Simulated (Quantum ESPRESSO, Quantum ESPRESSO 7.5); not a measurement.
## hBN, 2 layers, AA' stacking, stepped through the field along the normal

What law, if any, do the results for hBN, 2 layers, AA' stacking follow against the field along the normal?

Main program and level: Quantum ESPRESSO 7.5; plane-wave DFT, PBE, GBRV ultrasoft pseudopotentials (geometry by pw.x at PBE-D3(BJ), GBRV ultrasoft).

## Step 1: The starting structure

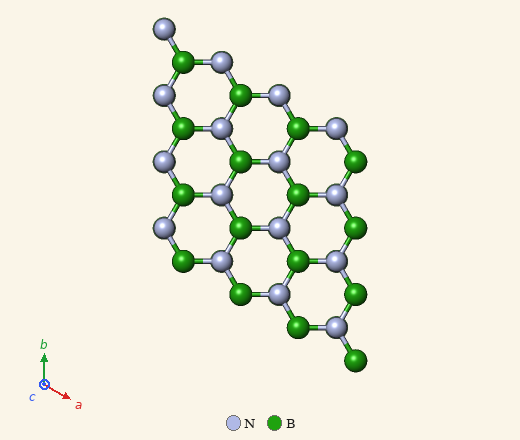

The cell as given, from above (nitrogen light blue, boron green). 4×4×1 cells are drawn.

The cell holds 4 atoms: 2 N and 2 B. Cell: a = 2.512 Å, b = 2.512 Å, c = 20.200 Å, α = 90.0°, β = 90.0°, γ = 120.0°. It derives from BN. Vacuum lies along c.

Set-up: Cell and atoms are relaxed without a field with a D3(BJ) correction and then held. Sawtooth field with dipole correction, 17 Å of vacuum in the starting cell, Fermi-Dirac smearing of 0.002 Ry; bands along a path at each field.

Members -0.05, 0.1, -0.1, 0.2, -0.2, 0.3 and -0.3 took the same steps and show in the table alone.

## Step 2: Variable-cell relaxation of the reference

What the set-up leaves free in this member is relaxed.

Contents of ref.relax.in:

```
&control
  prefix = 'ref.relax'
  outdir = './out'
  pseudo_dir = './pseudo'
  nstep = 80
  forc_conv_thr = 0.0004
  calculation = 'vc-relax'
  etot_conv_thr = 1e-06
/
&system
  ibrav = 0
  nat = 4
  ntyp = 2
  ecutwfc = 50
  ecutrho = 250
  vdw_corr = 'grimme-d3'
  dftd3_version = 4
  occupations = 'smearing'
  smearing = 'fd'
  degauss = 0.004
/
&electrons
  conv_thr = 1e-09
  mixing_beta = 0.4
  electron_maxstep = 120
  mixing_mode = 'plain'
/
&ions
/
&cell
  cell_dofree = '2Dxy'
  press_conv_thr = 0.3
/
ATOMIC_SPECIES
  N   14.0070  n_pbe_v1.2.uspp.F.UPF
  B   10.8100  b_pbe_v1.4.uspp.F.UPF
CELL_PARAMETERS angstrom
  2.51200000000000 0.00000000000000 0.00000000000000
  -1.25600000000000 2.17545581430651 0.00000000000000
  0.00000000000000 0.00000000000000 20.20000000000000
ATOMIC_POSITIONS crystal
  N   0.666666666700 0.333333333300 0.420792079208
  B   0.333333333300 0.666666666700 0.420792079208
  N   0.333333333300 0.666666666700 0.579207920792
  B   0.666666666700 0.333333333300 0.579207920792
K_POINTS automatic
  12 12 1 0 0 0
```

Started as:

```
$ OMP_NUM_THREADS=1 mpirun -n 2 pw.x -nk 2 -in ref.relax.in > ref.relax.out
```

Output:

```text
Program PWSCF v.7.5 starts
[citation notice left out]

     Parallel version (MPI & OpenMP), running on       2 processor cores
     Number of MPI processes:                 2
     Threads/MPI process:                     1

     MPI processes distributed on     1 nodes
[...]
Current dimensions of program PWSCF are:
     Max number of different atomic species (ntypx) = 10
     Max number of k-points (npk) =  40000
     Max angular momentum in pseudopotentials (lmaxx) =  4
     Message from routine setup:
     using ibrav=0 with symmetry is DISCOURAGED, use correct ibrav instead

     K-points division:     npool     =       2
     Subspace diagonalization in iterative solution of the eigenvalue problem:
     a serial algorithm will be used

     G-vector sticks info
     --------------------
     sticks:   dense  smooth     PW     G-vecs:    dense   smooth      PW
     Sum         379     313     97                49567    35703    6217

     Using Slab Decomposition

     bravais-lattice index     =            0
     lattice parameter (alat)  =       4.7470  a.u.
     unit-cell volume          =     744.9341 (a.u.)^3
     number of atoms/cell      =            4
     number of atomic types    =            2
     number of electrons       =        16.00
     number of Kohn-Sham states=           12
     kinetic-energy cutoff     =      50.0000  Ry
     charge density cutoff     =     250.0000  Ry
     scf convergence threshold =      1.0E-09
     mixing beta               =       0.4000
     number of iterations used =            8  plain     mixing
     energy convergence thresh.=      1.0E-06
     force convergence thresh. =      4.0E-04
     press convergence thresh. =      3.0E-01
     Exchange-correlation=  SLA  PW   PBX  PBC
                           (   1   4   3   4   0   0   0)
     nstep                     =           80

     celldm(1)=   4.746992  celldm(2)=   0.000000  celldm(3)=   0.000000
     celldm(4)=   0.000000  celldm(5)=   0.000000  celldm(6)=   0.000000

     crystal axes: (cart. coord. in units of alat)
               a(1) = (   1.000000   0.000000   0.000000 )
               a(2) = (  -0.500000   0.866025   0.000000 )
               a(3) = (   0.000000   0.000000   8.041401 )

     reciprocal axes: (cart. coord. in units 2 pi/alat)
               b(1) = (  1.000000  0.577350 -0.000000 )
               b(2) = (  0.000000  1.154701  0.000000 )
               b(3) = (  0.000000 -0.000000  0.124356 )

     PseudoPot. # 1 for N  read from file:
     ./pseudo/n_pbe_v1.2.uspp.F.UPF
     Pseudo is Ultrasoft + core correction, Zval =  5.0
     Generated by new atomic code, or converted to UPF format
     Using radial grid of  729 points,  4 beta functions with:
                l(1) =   0
                l(2) =   0
                l(3) =   1
                l(4) =   1
     Q(r) pseudized with  8 coefficients,  rinner =    0.900   0.900   0.900

     PseudoPot. # 2 for B  read from file:
     ./pseudo/b_pbe_v1.4.uspp.F.UPF
     Pseudo is Ultrasoft + core correction, Zval =  3.0
     Generated by new atomic code, or converted to UPF format
     Using radial grid of  781 points,  4 beta functions with:
                l(1) =   0
                l(2) =   0
                l(3) =   1
                l(4) =   1
     Q(r) pseudized with  8 coefficients,  rinner =    1.100   1.100   1.100

     atomic species   valence    mass     pseudopotential
     N                 5.00    14.00700     N ( 1.00)
     B                 3.00    10.81000     B ( 1.00)

     12 Sym. Ops., with inversion, found

   Cartesian axes

     site n.     atom                  positions (alat units)
         1        N      tau(   1) = (   0.5000000   0.2886751   3.3837580  )
         2        B      tau(   2) = (  -0.0000000   0.5773503   3.3837580  )
         3        N      tau(   3) = (  -0.0000000   0.5773503   4.6576433  )
         4        B      tau(   4) = (   0.5000000   0.2886751   4.6576433  )

     --------------------------------------------
     DFT-D3 Dispersion Correction (3-body terms):
     --------------------------------------------
       Reference C6 values for interpolation:

         atom   Coordination number   C6
         B          0.000           214.36
         B          0.971           150.74
         B          1.944           106.23
         B          2.913            62.89
         B          4.586            56.06
         N          0.000            50.54
         N          0.994            44.25
         N          2.014            39.35
         N          2.990            31.16

       Values used:

         atom   Coordination number  R0_AB[au]  C6      C8
         N          3.135            2.478     31.22    688.69
         B          3.331            3.039     62.89   2506.11
         N          3.135            2.478     31.22    688.69
         B          3.331            3.039     62.89   2506.11

         Molecular C6 ( Ry / a.u.^6 ) =       724.32

     number of k points=    19  Fermi-Dirac smearing, width (Ry)=  0.0040
                       cart. coord. in units 2pi/alat
        k(    1) = (   0.0000000   0.0000000   0.0000000), wk =   0.0138889
        k(    2) = (   0.0000000   0.0962250   0.0000000), wk =   0.0833333
        k(    3) = (   0.0000000   0.1924501   0.0000000), wk =   0.0833333
        k(    4) = (   0.0000000   0.2886751   0.0000000), wk =   0.0833333
        k(    5) = (   0.0000000   0.3849002   0.0000000), wk =   0.0833333
        k(    6) = (   0.0000000   0.4811252   0.0000000), wk =   0.0833333
        k(    7) = (   0.0000000  -0.5773503   0.0000000), wk =   0.0416667
        k(    8) = (   0.0833333   0.1443376   0.0000000), wk =   0.0833333
        k(    9) = (   0.0833333   0.2405626   0.0000000), wk =   0.1666667
        k(   10) = (   0.0833333   0.3367877   0.0000000), wk =   0.1666667
[...]
k(   19) = (   0.3333333   0.5773503   0.0000000), wk =   0.0277778

     Dense  grid:    49567 G-vectors     FFT dimensions: (  24,  24, 200)

     Smooth grid:    35703 G-vectors     FFT dimensions: (  24,  24, 180)

     Estimated max dynamical RAM per process >      61.61 MB

     Estimated total dynamical RAM >     111.11 MB

     Initial potential from superposition of free atoms

     starting charge      15.9994, renormalised to      16.0000

     negative rho (up, down):  2.216E-04 0.000E+00
     Starting wfcs are   16 randomized atomic wfcs

     total cpu time spent up to now is        1.6 secs

     per-process dynamical memory:    51.0 Mb

     Self-consistent Calculation

[...]
CELL_PARAMETERS (angstrom)
   2.506438395  -0.000000000   0.000000000
  -1.253219197   2.170639323   0.000000000
   0.000000000   0.000000000  20.200000000

ATOMIC_POSITIONS (crystal)
N                0.6666666667        0.3333333333        0.4206471292
B                0.3333333333        0.6666666667        0.4207648547
N                0.3333333333        0.6666666667        0.5793528708
B                0.6666666667        0.3333333333        0.5792351453

[...]
NEW-OLD atomic charge density approx. for the potential
     New effective cutoffs (rho, wfc):  250.61   50.22

     negative rho (up, down):  3.094E-04 0.000E+00

     total cpu time spent up to now is       37.0 secs

     per-process dynamical memory:    62.6 Mb

     Self-consistent Calculation

     iteration #  1     ecut=    50.00 Ry     beta= 0.40
     Davidson diagonalization with overlap
     ethr =  1.00E-06,  avg # of iterations =  2.3

     Threshold (ethr) on eigenvalues was too large:
     Diagonalizing with lowered threshold

     Davidson diagonalization with overlap
     ethr =  5.29E-08,  avg # of iterations =  2.0

     negative rho (up, down):  3.092E-04 0.000E+00

     total cpu time spent up to now is       40.6 secs

     total energy              =     -53.47308589 Ry
     estimated scf accuracy    <       0.00000994 Ry

[...]
iteration #  7     ecut=    50.00 Ry     beta= 0.40
[...]
negative rho (up, down):  3.093E-04 0.000E+00

[...]
End of self-consistent calculation

[...]
the Fermi energy is    -0.4842 ev

!    total energy              =     -53.47308721 Ry
     estimated scf accuracy    <          2.3E-11 Ry
     smearing contrib. (-TS)   =      -0.00000000 Ry
     internal energy E=F+TS    =     -53.47308721 Ry

     The total energy is F=E-TS. E is the sum of the following terms:
     one-electron contribution =    -552.90269758 Ry
     hartree contribution      =     280.60819981 Ry
     xc contribution           =     -16.95588049 Ry
     ewald contribution        =     235.80870868 Ry
     DFT-D3 Dispersion         =      -0.03141764 Ry

     convergence has been achieved in   7 iterations

     negative rho (up, down):  3.093E-04 0.000E+00

     Forces acting on atoms (cartesian axes, Ry/au):

     atom    1 type  1   force =     0.00000000    0.00000000   -0.00104998
     atom    2 type  2   force =    -0.00000000    0.00000000   -0.00121056
     atom    3 type  1   force =    -0.00000000   -0.00000000    0.00104998
     atom    4 type  2   force =     0.00000000    0.00000000    0.00121056

     Total force =     0.002266     Total SCF correction =     0.000002

     Computing stress (Cartesian axis) and pressure

     negative rho (up, down):  3.093E-04 0.000E+00
          total   stress  (Ry/bohr**3)                   (kbar)     P=        0.95
   0.00000285  -0.00000000   0.00000000            0.42       -0.00        0.00
  -0.00000000   0.00000285   0.00000000           -0.00        0.42        0.00
   0.00000000   0.00000000   0.00001360            0.00        0.00        2.00

     Energy error            =      2.3E-05 Ry
     Gradient error          =      1.2E-03 Ry/Bohr
     Cell gradient error     =      4.2E-01 kbar

     number of scf cycles    =   3
     number of bfgs steps    =   2

     enthalpy           old  =     -53.4730641868 Ry
     enthalpy           new  =     -53.4730872106 Ry

     CASE: enthalpy          _new < enthalpy          _old

     new trust radius        =       0.0018009454 bohr
     new conv_thr            =            3.0E-11 Ry

     new unit-cell volume =    741.43716 a.u.^3 (   109.86965 Ang^3 )
     density =      0.75015 g/cm^3

CELL_PARAMETERS (angstrom)
   2.506096988  -0.000000000   0.000000000
  -1.253048494   2.170343656   0.000000000
   0.000000000   0.000000000  20.200000000

ATOMIC_POSITIONS (crystal)
N                0.6666666667        0.3333333333        0.4205999500
B                0.3333333333        0.6666666667        0.4207243367
N                0.3333333333        0.6666666667        0.5794000500
B                0.6666666667        0.3333333333        0.5792756633

[...]
NEW-OLD atomic charge density approx. for the potential
     New effective cutoffs (rho, wfc):  250.66   50.23

     negative rho (up, down):  3.091E-04 0.000E+00

     total cpu time spent up to now is       51.9 secs

     per-process dynamical memory:    62.6 Mb

[...]
!    total energy              =     -53.47309366 Ry
[...]
Total force =     0.002251     Total SCF correction =     0.000000
[...]
number of bfgs steps    =   3
[...]
WARNING: bfgs curvature condition failed, Theta= 0.906
     new trust radius        =       0.0019810399 bohr
[...]
!    total energy              =     -53.47310125 Ry
[...]
Total force =     0.002229     Total SCF correction =     0.000002
[...]
number of bfgs steps    =   4
[...]
new trust radius        =       0.0029715599 bohr
[...]
!    total energy              =     -53.47311299 Ry
[...]
Total force =     0.002191     Total SCF correction =     0.000005
[...]
number of bfgs steps    =   5
[...]
new trust radius        =       0.0044573398 bohr
[...]
!    total energy              =     -53.47313062 Ry
[...]
Total force =     0.002127     Total SCF correction =     0.000010
[...]
number of bfgs steps    =   6
[...]
new trust radius        =       0.0066860097 bohr
[...]
!    total energy              =     -53.47315639 Ry
[...]
Total force =     0.002026     Total SCF correction =     0.000008
[...]
number of bfgs steps    =   7
[...]
new trust radius        =       0.0100290146 bohr
[...]
!    total energy              =     -53.47319272 Ry
[...]
Total force =     0.001870     Total SCF correction =     0.000004
[...]
number of bfgs steps    =   8
[...]
new trust radius        =       0.0150435219 bohr
[...]
!    total energy              =     -53.47324147 Ry
[...]
Total force =     0.001635     Total SCF correction =     0.000006
[...]
number of bfgs steps    =   9
[...]
new trust radius        =       0.0225652829 bohr
[...]
!    total energy              =     -53.47330186 Ry
[...]
Total force =     0.001290     Total SCF correction =     0.000014
[...]
number of bfgs steps    =  10
[...]
new trust radius        =       0.0338479243 bohr
[...]
!    total energy              =     -53.47336496 Ry
[...]
Total force =     0.000802     Total SCF correction =     0.000009
[...]
number of bfgs steps    =  11
[...]
new trust radius        =       0.0494198824 bohr
[...]
Self-consistent Calculation

     iteration #  1     ecut=    50.00 Ry     beta= 0.40
     Davidson diagonalization with overlap
     ethr =  1.00E-06,  avg # of iterations =  6.1

     negative rho (up, down):  3.244E-04 0.000E+00

     total cpu time spent up to now is      191.0 secs

     total energy              =     -53.47305158 Ry
     estimated scf accuracy    <       0.00188505 Ry

[...]
iteration #  7     ecut=    50.00 Ry     beta= 0.40
[...]
[key lines of the parts left out:]
total energy              =     -53.47340428 Ry
the Fermi energy is    -0.4873 ev
convergence has been achieved in   9 iterations
```

The job ended after 4.4 min (2 MPI ranks of Arm Neoverse N1, shared host; peak memory 0.21 GiB; 8.6 min of CPU time).

Relaxation path:

```csv
step,energy less that of the first step (eV),largest force (eV/Å),volume (Å³)
1,0.0000,0.0630,110.39
2,-0.0010,0.0427,110.11
3,-0.0013,0.0311,109.90
4,-0.0014,0.0328,109.87
5,-0.0015,0.0335,109.85
6,-0.0017,0.0338,109.84
7,-0.0019,0.0336,109.83
8,-0.0023,0.0327,109.82
9,-0.0028,0.0309,109.81
10,-0.0034,0.0276,109.81
11,-0.0043,0.0223,109.82
12,-0.0051,0.0142,109.85
13,-0.0057,0.0027,109.90
14,-0.0057,0.0007,109.92
15,-0.0057,0.0005,109.93
16,-0.0054,0.0004,109.93
```

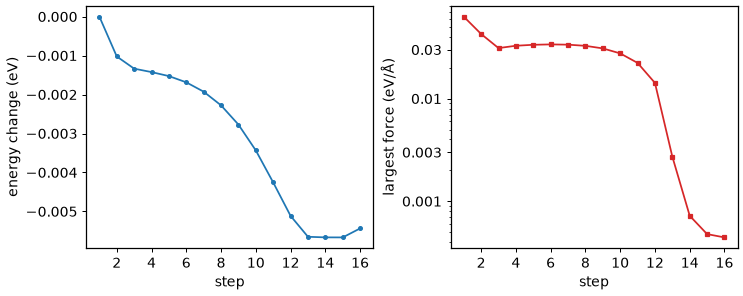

Energy and largest force along the relaxation.

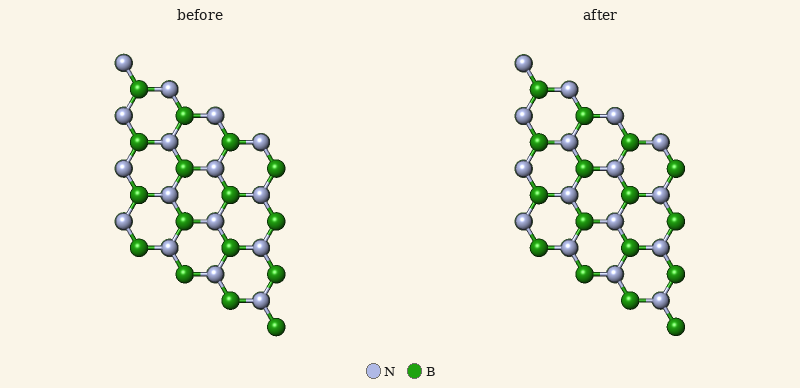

The structure before and after the relaxation, drawn at the same scale.

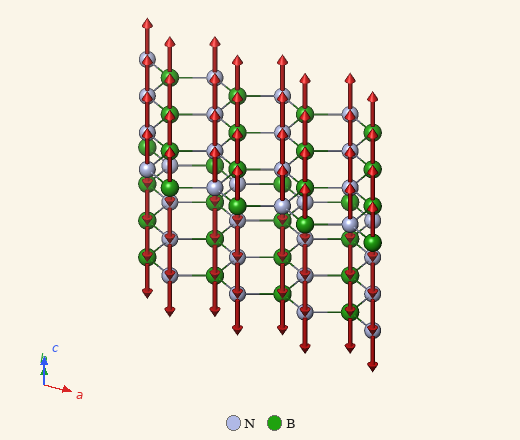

Displacements in the relaxation, exaggerated, measured against the changing cell; the longest in the cell stands for 0.09 Å. 4×4×1 cells are drawn.

| cell as run | before | after | change |
| --- | --- | --- | --- |
| a (Å) | 2.512 | 2.507 | -0.2 % |
| b (Å) | 2.512 | 2.507 | -0.2 % |

The atoms that moved most (Å, along periodic axes as changes of fractional coordinates times the final cell, across vacuum about the mean position):

| atom | dx | dy | dz | length |
| --- | --- | --- | --- | --- |
| N3 | 0.000 | 0.000 | 0.086 | 0.086 |
| N1 | 0.000 | 0.000 | -0.086 | 0.086 |
| B2 | 0.000 | 0.000 | -0.084 | 0.084 |
| B4 | 0.000 | 0.000 | 0.084 | 0.084 |

 The last row is no step: it is a fresh SCF in the final cell with a new plane-wave basis, +0 meV from the row before.

Read from the output:

```
free energy  : -727.5425 eV
Fermi energy : -0.4963 eV
```

(Continued in part 2 of 4.)

[Logs are printed without paths, hosts, clocks, repeated set-up lines and the standing remarks that a program may print on its own settings, such as how far it seeks lower states.]

[Hosts, paths, dates, database ids (printed as entryN), source tags and the programs' standing remarks are cut or masked in the printed files.]

[Maps of the electrostatic potential energy from Ansatz leave out the sawtooth potential of an applied field or a dipole correction, so their vacuum need not be flat; planar profiles and work functions include it.]
